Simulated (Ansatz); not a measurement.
# MgO: band-structure calculation

System: MgO (F-43m, 2 atoms in the cell).
Method: DFT, PBE, PAW with Ansatz's default frozen-core files, scalar-relativistic, no spin polarisation (Ansatz 0.2.0).

It belongs to a series of runs on one base structure; here: PAW files in place of LAPW. Figures and captions count atoms from 1; the log counts them from 0 in places.

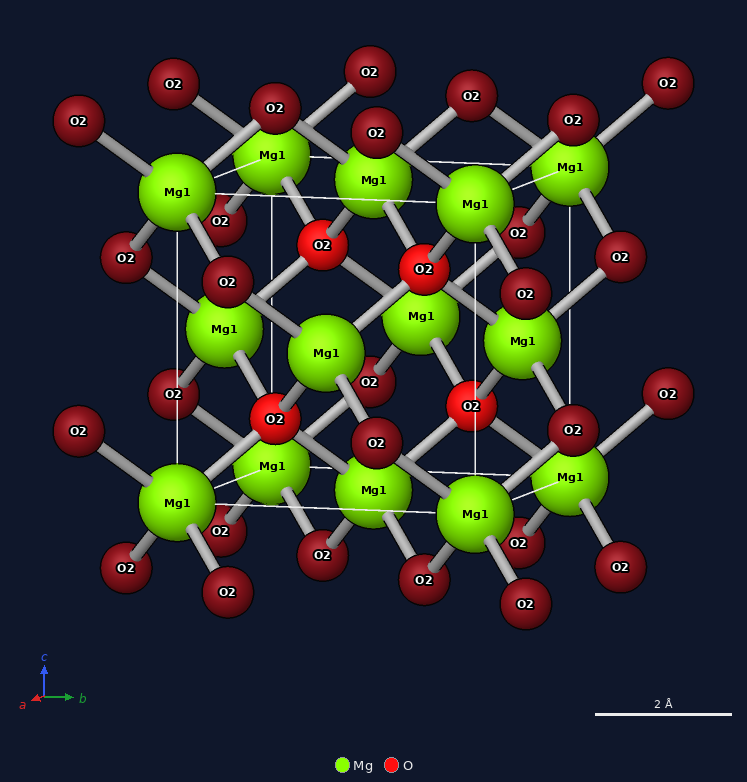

**Figure 1.** The structure as given in the input (ball-and-stick view of the cell 4 times as large as that of the calculation, set on its symmetry axes, seen slightly off an axis; neighbours outside the cell are drawn fainter; atoms are numbered from 1 in the order of the input). Near neighbours in the crystal (not all of them lie inside the picture): Mg has 4 O at 2.00 Å; O has 4 Mg at 2.00 Å.

The input:
```yaml
crystal:
  lattice:
    - [0.0, 2.3058942152, 2.3058942152]
    - [2.3058942152, 0.0, 2.3058942152]
    - [2.3058942152, 2.3058942152, 0.0]
  atoms:
    - { symbol: Mg, position: [0.0, 0.0, 0.0] }
    - { symbol: O, position: [0.25, 0.25, 0.25] }
kpoints:
  mp_grid: { grid: [13, 13, 13] }
  band_path:
    path:
      - [0.0, 0.0, 0.0]
      - [-0.5, -0.5, 0.0]
      - [-0.375, -0.375, 0.25]
      - [-0.375, 0.0, 0.375]
      - [0.0, 0.0, 0.0]
      - [0.0, 0.0, 0.5]
      - [-0.5, -0.25, 0.25]
      - [-0.5, -0.5, 0.0]
    npoints: 14
scf:
  occupations: { method: fermi_dirac, width: 0.08 }
hamiltonian:
  xc: pbe
  pseudopotentials: { kind: paw }
output:
  forces: true
  stress: true
  eigenvalues: true
  efg: { contact_densities: true }
  populations: true
  bader: true
  dos: { projected: true, de: 0.2, e_range: [-14, 8] }
  write_density: true
  write_potential: true
  elf: true
  volumetric_format: npy
```

Run on 1 thread of Arm Neoverse V2, 24 GiB of memory available, shared host.

Command:
```bash
ansatz run input.yaml --threads 1 --pin off --max-ram 2048MiB --backend cpu --events-out ev --progress --plain --runs-dir out
```

Log:
```
Engine: ansatz 0.2.0, aarch64-unknown-linux-gnu
Pseudopotentials: kind: paw
Pseudopotential: Mg, paw, valence charge 10, recommended cutoff 420 eV (normal), Mg.paw.azcp
Pseudopotential: O, paw, valence charge 6, recommended cutoff 420 eV (normal), O.paw.azcp
Functional definition: PBE
  parameter kappa = 0.804
  parameter beta = 0.06672455060314922
  exchange = pbe_x(kappa = kappa, mu = beta*pi^2/3)
  correlation = pbe_c(beta = beta)
Crystal: 2 atoms, lattice volume = 24.522 Å³
Basis set: ecut = 420 eV, 531 PW (Γ), exchange–correlation on 48×48×48 points (8 copies of the dense FFT grid, shifted against one another)
Bands: 12, of which v1, the nominal top of the filled ones, is band 8 counted from 1 (7 counted from 0)
Symmetry: 24 space group operations
Space group: F-43m (ITA 216), of the structure as read, at distance tolerance 2.9e-5 Å
k-points: 84 of 2197 (time reversal used)
Non-local potential: Mg, projectors of the file, l = 0: 3, l = 1: 2, l = 2: 1
Non-local potential: O, projectors of the file, l = 0: 2, l = 1: 2, l = 2: 1
PAW form: soft (Blöchl's): semilocal exchange-correlation on the pseudo side does not see the compensation charge
PAW one-centre angular grid: Mg, 110 points (default); XC on 64 Gauss nodes
PAW one-centre angular grid: O, 110 points (default); XC on 64 Gauss nodes
Initial density: superposition of atomic densities (neutral atoms: chi_scale 0, normalization atom), corrected by the library's trained network
Initial wavefunctions: pseudopotential atomic-orbital guess
Functional: x = pbe(κ = 0.804, μ = 0.2195149727645171), c = pbe(β = 0.06672455060314922)
SCF iter   1: F=—  HF=-2493.937719 eV  |F-HF|=—  |Δ(HF+E_count)|=         —  Δρ=1.32e-3  dr2=4.01e-4  ethr=1.77e-3  ⟨swp⟩=5.3  Hψ=6040  notcnv=0
preconditioner: auto → none  [insulator: Δε(μ)=3.469 eV  Ē_g=16.501 eV  σ=0.080 eV  W_gap=1.00  n_scr=8 (ndim 8)  ℏωp=21.2 eV  f_vac=0.011  D(μ)=0.00/eV (n_scr^D=0)  ε∞_Penn≈2.7]
SCF iter   2: F=—  HF=-2493.937560 eV  |F-HF|=—  |Δ(HF+E_count)|=   1.59e-4  Δρ=8.71e-4  dr2=1.10e-4  ethr=2.50e-6  ⟨swp⟩=2.1  Hψ=2025  notcnv=0
SCF iter   3: F=—  HF=-2493.937536 eV  |F-HF|=—  |Δ(HF+E_count)|=   2.40e-5  Δρ=2.73e-4  dr2=1.22e-5  ethr=6.87e-7  ⟨swp⟩=2.0  Hψ=1273  notcnv=0
SCF iter   4: F=—  HF=-2493.937600 eV  |F-HF|=—  |Δ(HF+E_count)|=   6.38e-5  Δρ=4.60e-5  dr2=2.45e-7  ethr=7.64e-8  ⟨swp⟩=2.0  Hψ=1597  notcnv=0
iter 5 did not close the SCF: its close was put off for the readings that it lacked (scf_convergence_deferred on its scf_iter line)
SCF iter   5: F=-2493.937600 eV  HF=-2493.937600 eV  |F-HF|=1.85e-8  |Δ(HF+E_count)|=   2.63e-7  Δρ=1.44e-5  dr2=2.43e-8  ethr=1.53e-9  ⟨swp⟩=2.2  Hψ=1670  notcnv=0
SCF iter   6: F=-2493.937600 eV  HF=-2493.937600 eV  |F-HF|=2.16e-9  |Δ(HF+E_count)|=   4.24e-9  Δρ=3.69e-6  dr2=1.37e-9  ethr=1.52e-10  ⟨swp⟩=5.8  Hψ=5424  notcnv=0
SCF 1 converged in 6 iterations: F = -2493.937600 eV  dr2 = 1.37e-9
  greatest PAW one-centre occupation: 1.000 electrons in one spin orbital (limit 2), on the Mg atom at site 0 (counted from 0), in its partial waves of l = 0
NSCF: frozen V_eff on 99 k-points
SCF converged after 6 iterations
Free energy (F): -2493.937600 eV
Harris-Foulkes:  -2493.937600 eV  (|F-HF|=2.16e-9)
Internal energy: -2493.937600 eV  (E = F + TS)
E sigma→0 (E₀):  -2493.937600 eV
Fermi energy:    6.358878 eV
--- Per-component energies (eV) ---
  E_band       = -340.503857
  E_kinetic    = 253.479906
  E_local      = -1883.895869  (includes V_loc(G=0)·N_el)
  E_nonlocal   = 143.018448
  E_hartree    = 671.364780
  E_xc         = -104.308427
  E_vxc        = -133.546867  (∫ρ·V_xc dr)
  E_paw        = -449.904269  (= ΣΔE_a)
  E_vpaw       = -62.293099  (= ΣTr[D̂ρ^β])
  E_aug_tail   = 0.002491  (compensation charges beyond the density's cutoff)
  E_ewald      = -1123.694660
  E_smearing   = -0.000000  (= −TS)
  E_closure    = 0.000000  (closes the sum)
  Σ components = -2493.937600   (vs F -2493.937600, Δ=0.00e0)
--- Forces (eV/Å), atoms counted from 1 ---
  atom   1  Mg     0.00000000    -0.00000000     0.00000000
  atom   2  O     -0.00000000     0.00000000    -0.00000000
  max |Σ_I F_I| component: 2.41e-16 eV/Å
--- Stress (GPa, compression-positive) ---
        0.046259       0.000000      -0.000000
        0.000000       0.046259       0.000000
       -0.000000       0.000000       0.046259
  P = ⅓ Tr σ = 0.0463 GPa (0.463 kbar)
--- PAW observables at the nuclei: V_zz in 10²¹ V/m², potentials from the cell's mean, atoms counted from 1 ---
  atom   1  Mg V_zz =    -0.000000   η = 0.0000   by run symmetry: forbidden
            electrostatic potential = -1101.799507 V   contact ρ = 7797.421845 e/Å³
  atom   2  O  V_zz =    +0.000000   η = 0.0000   by run symmetry: forbidden
            electrostatic potential = -621.184518 V   contact ρ = 2155.316143 e/Å³
--- Band table (eV; the first three rows and the last of 84) ---
  k-point 0: bands = ["-67.2672", "-34.0118", "-34.0118", "-34.0118", "-11.4028", "4.4030", "4.4030", "4.4030", "7.8872", "20.9111", "20.9111", "20.9111"]
  k-point 1: bands = ["-67.2671", "-34.0139", "-34.0120", "-34.0120", "-11.3683", "4.1112", "4.3932", "4.3932", "8.2310", "20.3533", "20.9193", "20.9193"]
  k-point 2: bands = ["-67.2667", "-34.0198", "-34.0129", "-34.0129", "-11.2712", "3.4721", "4.3637", "4.3637", "9.0226", "19.1048", "20.7162", "20.7162"]
  k-point 83: bands = ["-67.2638", "-34.0413", "-34.0317", "-34.0242", "-10.5684", "2.5878", "2.8860", "3.4674", "12.0333", "15.7444", "17.6062", "18.3860"]
--- Löwdin populations: 2 sites ---
  site symbol       q [e]
     0     Mg      8.4731
     1      O      7.3891
  spilling = 0.008615 (of n_electrons = 16.000000)
--- Bader charges: 2 sites ---
  site symbol  charge [e]  shift [e]
     0     Mg      1.6973     0.0057
     1      O     -1.6973     0.0057
  estimated error of the sums over rays = 4.0e-4 e
```

File bader_charges.tsv:
```
# site	symbol	x_ang	y_ang	z_ang	partial_charge_e	electrons	volume_ang3	relative_density_drop	shared_charge_e	partial_wave_shift_e
# quadrature_error_electrons = 4.0e-4
0	Mg	0.0000	0.0000	0.0000	1.69726	10.30274	5.36	-	1.69726	0.00570
1	O	1.1529	1.1529	1.1529	-1.69726	9.69726	19.16	-	-1.69726	0.00570
```

File dos.tsv:
```
# E-E_F[eV]	g_bin_mean(E)[states/eV]	N(E)
# format = ansatz-dos/2
# fermi_ev = 6.358878
# fermi_mp_grid = 13 13 13
# fermi_mp_shift = 0 0 0
# g_bin_mean(E): the states in a bin one row spacing wide, centred on E, divided by that spacing. States that the method places at a single energy (under output.dos.method: tetrahedron, those of a tetrahedron whose four corners have one energy) are counted whole in the row whose bin holds that energy (on the edge of two bins, in the lower row). The sum of g_bin_mean over a run of rows, times the row spacing, is the number of states from half a spacing under the first of them to half a spacing over the last (a plain sum, not the trapezoid rule).
-14.000000	0.000000e0	1.000000e1
-13.800000	0.000000e0	1.000000e1
-13.600000	0.000000e0	1.000000e1
-13.400000	0.000000e0	1.000000e1
-13.200000	0.000000e0	1.000000e1
-13.000000	0.000000e0	1.000000e1
-12.800000	0.000000e0	1.000000e1
-12.600000	0.000000e0	1.000000e1
-12.400000	0.000000e0	1.000000e1
-12.200000	0.000000e0	1.000000e1
-12.000000	0.000000e0	1.000000e1
-11.800000	0.000000e0	1.000000e1
-11.600000	0.000000e0	1.000000e1
-11.400000	0.000000e0	1.000000e1
-11.200000	0.000000e0	1.000000e1
-11.000000	0.000000e0	1.000000e1
-10.800000	0.000000e0	1.000000e1
-10.600000	0.000000e0	1.000000e1
-10.400000	0.000000e0	1.000000e1
-10.200000	0.000000e0	1.000000e1
-10.000000	0.000000e0	1.000000e1
-9.800000	0.000000e0	1.000000e1
-9.600000	0.000000e0	1.000000e1
-9.400000	0.000000e0	1.000000e1
-9.200000	0.000000e0	1.000000e1
-9.000000	0.000000e0	1.000000e1
-8.800000	0.000000e0	1.000000e1
-8.600000	0.000000e0	1.000000e1
-8.400000	0.000000e0	1.000000e1
-8.200000	0.000000e0	1.000000e1
-8.000000	0.000000e0	1.000000e1
-7.800000	0.000000e0	1.000000e1
-7.600000	0.000000e0	1.000000e1
-7.400000	0.000000e0	1.000000e1
-7.200000	0.000000e0	1.000000e1
-7.000000	0.000000e0	1.000000e1
-6.800000	0.000000e0	1.000000e1
-6.600000	0.000000e0	1.000000e1
-6.400000	0.000000e0	1.000000e1
-6.200000	0.000000e0	1.000000e1
-6.000000	0.000000e0	1.000000e1
-5.800000	0.000000e0	1.000000e1
-5.600000	0.000000e0	1.000000e1
-5.400000	0.000000e0	1.000000e1
-5.200000	0.000000e0	1.000000e1
-5.000000	0.000000e0	1.000000e1
-4.800000	3.057603e-1	1.001521e1
-4.600000	7.771840e-1	1.012838e1
-4.400000	1.466417e0	1.033179e1
-4.200000	3.805983e0	1.087003e1
-4.000000	1.870403e0	1.150046e1
-3.800000	7.296472e-1	1.174304e1
-3.600000	4.798959e-1	1.182958e1
-3.400000	1.205810e0	1.200434e1
-3.200000	1.354930e0	1.226211e1
-3.000000	1.566464e0	1.255011e1
-2.800000	2.262479e0	1.290756e1
-2.600000	3.660403e0	1.352085e1
-2.400000	4.137405e0	1.430148e1
-2.200000	4.672918e0	1.519550e1
-2.000000	1.704300e0	1.594229e1
-1.800000	0.000000e0	1.600000e1
-1.600000	0.000000e0	1.600000e1
-1.400000	0.000000e0	1.600000e1
-1.200000	0.000000e0	1.600000e1
-1.000000	0.000000e0	1.600000e1
-0.800000	0.000000e0	1.600000e1
-0.600000	0.000000e0	1.600000e1
-0.400000	0.000000e0	1.600000e1
-0.200000	0.000000e0	1.600000e1
0.000000	0.000000e0	1.600000e1
0.200000	0.000000e0	1.600000e1
0.400000	0.000000e0	1.600000e1
0.600000	0.000000e0	1.600000e1
0.800000	0.000000e0	1.600000e1
1.000000	0.000000e0	1.600000e1
1.200000	0.000000e0	1.600000e1
1.400000	0.000000e0	1.600000e1
1.600000	1.734462e-3	1.600003e1
1.800000	1.554298e-2	1.600137e1
2.000000	2.686793e-2	1.600593e1
2.200000	3.680310e-2	1.601224e1
2.400000	4.803900e-2	1.602070e1
2.600000	6.007333e-2	1.603150e1
2.800000	7.265072e-2	1.604476e1
3.000000	8.584610e-2	1.606059e1
3.200000	1.008413e-1	1.607916e1
3.400000	1.189743e-1	1.610110e1
3.600000	1.385276e-1	1.612683e1
3.800000	1.595098e-1	1.615658e1
4.000000	1.846409e-1	1.619077e1
4.200000	2.194317e-1	1.623097e1
4.400000	3.667399e-1	1.628499e1
4.600000	5.946287e-1	1.638147e1
4.800000	6.822310e-1	1.651330e1
5.000000	7.317374e-1	1.665626e1
5.200000	7.428135e-1	1.680178e1
5.400000	8.101060e-1	1.695632e1
5.600000	9.515206e-1	1.712952e1
5.800000	1.006844e0	1.733215e1
6.000000	9.890961e-1	1.753061e1
6.200000	8.843085e-1	1.772356e1
6.400000	5.581173e-1	1.786767e1
6.600000	4.010660e-1	1.796398e1
6.800000	1.130793e-2	1.800000e1
7.000000	0.000000e0	1.800000e1
7.200000	0.000000e0	1.800000e1
7.400000	2.066856e-3	1.800000e1
7.600000	1.429332e-1	1.800914e1
7.800000	2.614856e-1	1.805400e1
8.000000	3.120669e-1	1.811101e1
```

File populations.tsv:
```
# site	symbol	l	j	q
# orbitals = lowdin
# n_electrons = 16.000000
# spilling = 0.008615
0	Mg	0_2S	-	1.997096
0	Mg	0_3S	-	0.476195
0	Mg	1_2P	-	5.999765
1	O	0_2S	-	1.854173
1	O	1_2P	-	5.534929
```

File rho_z.tsv:
```
# z_ang	rho[e/angstrom^3]
# format = ansatz-planar-average/11
# lattice	0.000000000	2.305894215	2.305894215
# lattice	2.305894215	0.000000000	2.305894215
# lattice	2.305894215	2.305894215	0.000000000
# sites	2
# site	12	0.000000000	0.000000000	0.000000000
# site	8	1.152947108	1.152947108	1.152947108
0.000000	1.607140e0
0.135876	1.566826e0
0.271752	1.366368e0
0.407628	1.134024e0
0.543504	9.679015e-1
0.679381	8.855070e-1
0.815257	8.413345e-1
0.951133	7.812699e-1
1.087009	6.815217e-1
1.222885	5.512206e-1
1.358761	4.167381e-1
1.494637	3.032934e-1
1.630513	2.206166e-1
1.766390	1.637992e-1
1.902266	1.251015e-1
2.038142	9.997237e-2
2.174018	8.612433e-2
2.309894	8.388430e-2
2.445770	1.031194e-1
2.581646	1.758470e-1
2.717522	3.529123e-1
2.853399	6.631804e-1
2.989275	1.060966e0
3.125151	1.421020e0
```

File v_z.tsv:
```
# z_ang	v_es[eV]	v_tot[eV]
# format = ansatz-planar-average/11
# xc	pbe
# density_cutoff_ev	1680
# datasets	Mg=:simpson_from_first_knot:soft	O=:simpson_from_first_knot:soft
# lattice	0.000000000	2.305894215	2.305894215
# lattice	2.305894215	0.000000000	2.305894215
# lattice	2.305894215	2.305894215	0.000000000
# sites	2
# site	12	0.000000000	0.000000000	0.000000000
# site	8	1.152947108	1.152947108	1.152947108
0.000000	-3.743052e0	-1.430341e1
0.135876	-4.339609e0	-1.546672e1
0.271752	-4.368409e0	-1.593242e1
0.407628	-3.765803e0	-1.558383e1
0.543504	-2.773618e0	-1.465878e1
0.679381	-1.592796e0	-1.334204e1
0.815257	-3.136650e-1	-1.177101e1
0.951133	1.047731e0	-1.004580e1
1.087009	2.546352e0	-8.108671e0
1.222885	4.158655e0	-5.989077e0
1.358761	5.789165e0	-3.812500e0
1.494637	7.331821e0	-1.654469e0
1.630513	8.484633e0	1.419999e-1
1.766390	8.820353e0	1.049508e0
1.902266	8.574357e0	1.302444e0
2.038142	8.105981e0	1.244410e0
2.174018	7.430336e0	8.313221e-1
2.309894	6.554222e0	7.239808e-2
2.445770	5.374366e0	-1.220626e0
2.581646	3.829769e0	-3.230750e0
2.717522	1.968903e0	-5.789739e0
2.853399	2.476492e-2	-8.468607e0
2.989275	-1.712741e0	-1.093527e1
3.125151	-2.922997e0	-1.284621e1
```

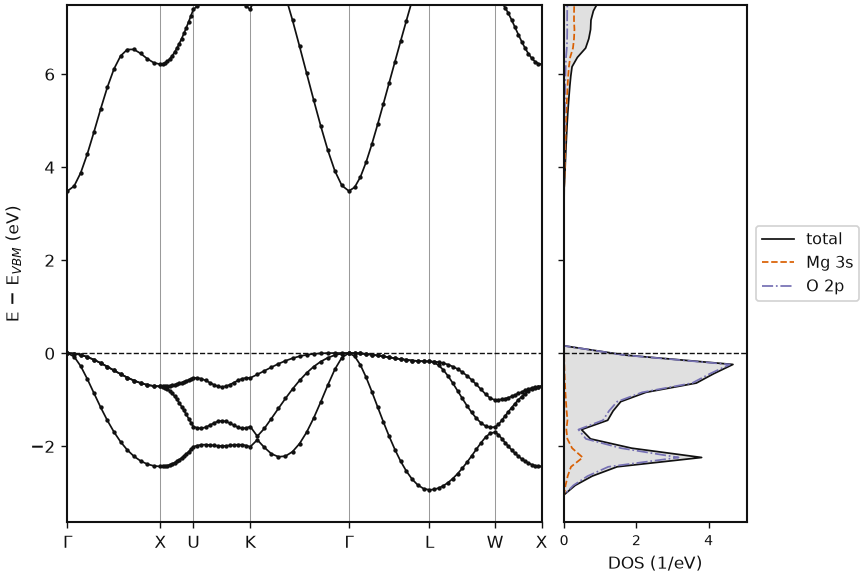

**Figure 2.** Band structure along Γ–X–U–K–Γ–L–W–X and density of states (projected on Löwdin-orthogonalised atomic shells), with energies from the valence-band top. There is a gap of 3.48 eV on this path, direct, at Γ.

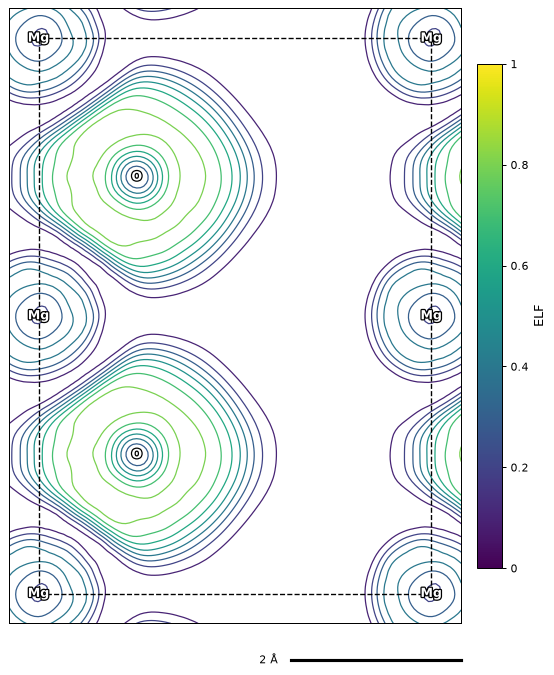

**Figure 3.** ELF on the (110) plane of the conventional cell. The plane passes through Mg and O nuclei. Mg–O (2.00 Å): the ELF is about 0.35 at the midpoint. Core electrons are frozen (PAW), so the fields are smoothed inside the atomic spheres.

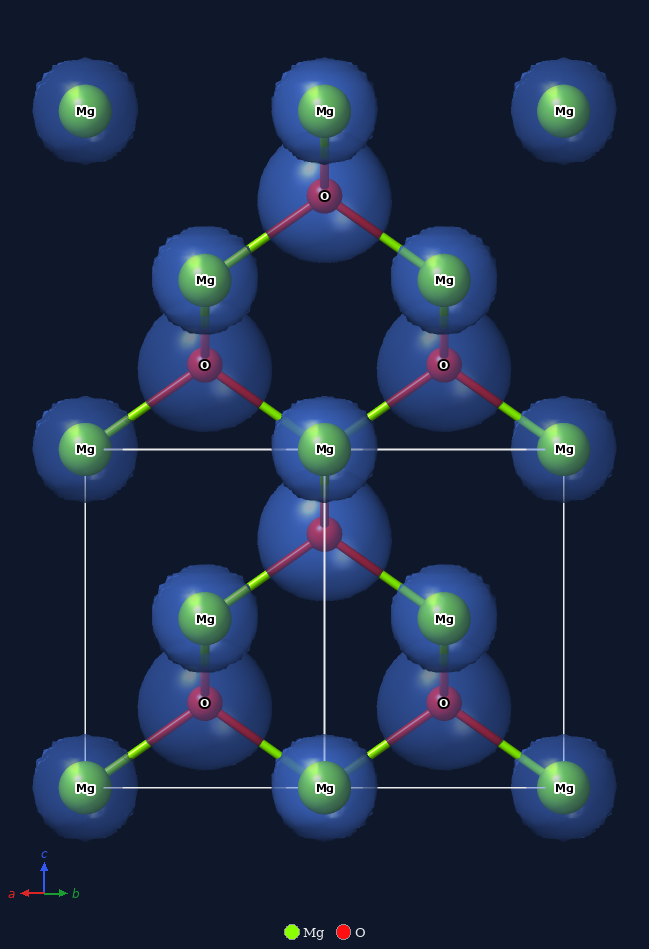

**Figure 4.** Isosurface of the valence pseudo-density at 0.5 e/Å³ (blue), seen along [110]. Sticks mark near contacts. The outline is the cell set on symmetry axes. At this value the density breaks into separate islands; it holds about 85 % of the electrons treated as valence (semicore included). It is pinched off along the Mg–O (2.00 Å) contacts. On the grid the lowest density along these lines, outside the cores, is 0.36 e/Å³ (Mg–O, 2.00 Å).

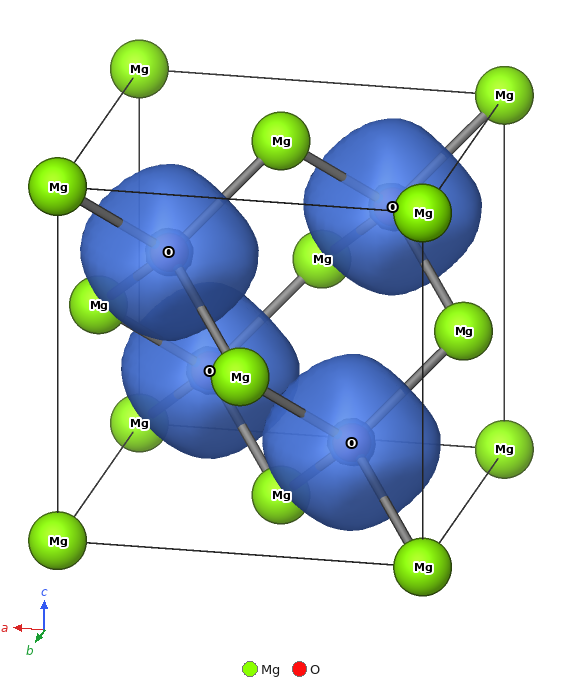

**Figure 5.** Isosurface of the electron localisation function at 0.6 (blue), seen at an oblique angle. Only the valence region is drawn (cores and ρ < 0.01 e/Å³ removed). Sticks mark near contacts. The outline is the cell set on symmetry axes. Profiles from the grid: Mg–O (2.00 Å): the ELF is about 0.35 at the midpoint.

Results in brief:

- outcome: converged
- space group (tolerance 0.01 Å): F-43m (216)
- electrons treated: 16
- free energy: −2493.9376 eV
- Fermi energy: 6.359 eV
- gap on the k-point mesh: 3.48 eV
- pressure: 0.05 GPa
- field gradient V_zz (10²¹ V/m²): zero at all sites
- largest force (length of the vector): under 0.001 eV/Å
- wall time: 11 s
- peak memory: 0.32 GiB
